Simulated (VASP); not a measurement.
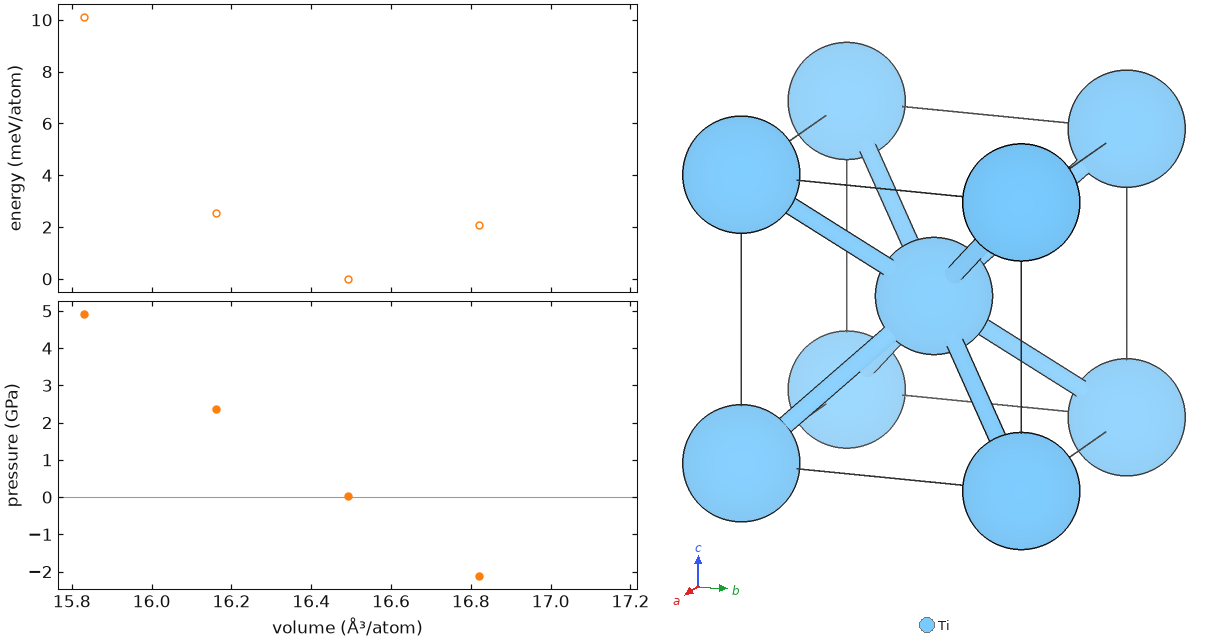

The figure shows the energy and pressure against volume for Ti, space group Im-3m (No. 229). The conventional cell is drawn beside the plot.

Cell as given: a = 2.777 Å, b = 2.777 Å, c = 2.777 Å, α = 109.47°, β = 109.47°, γ = 109.47°; 1 atom.

Method: plane-wave DFT, no spin polarisation; energies at scaled volumes of the given cell, shape and fractions fixed, counted from the fit's minimum, third-order Birch-Murnaghan fit (VASP 6.6.1). Level: PBEsol.

k mesh 10×10×10; occupations Fermi–Dirac; smearing width 0.05 eV; potentials VASP PAW PBE potentials, recommended; wave cutoff 520 eV.

The point at volume 17.15 Å³/atom is left out of the plot. What does the calculation give there?

```csv
volume (Å³/atom),energy (meV/atom),pressure (GPa)
17.15,8.41,-4.08
```
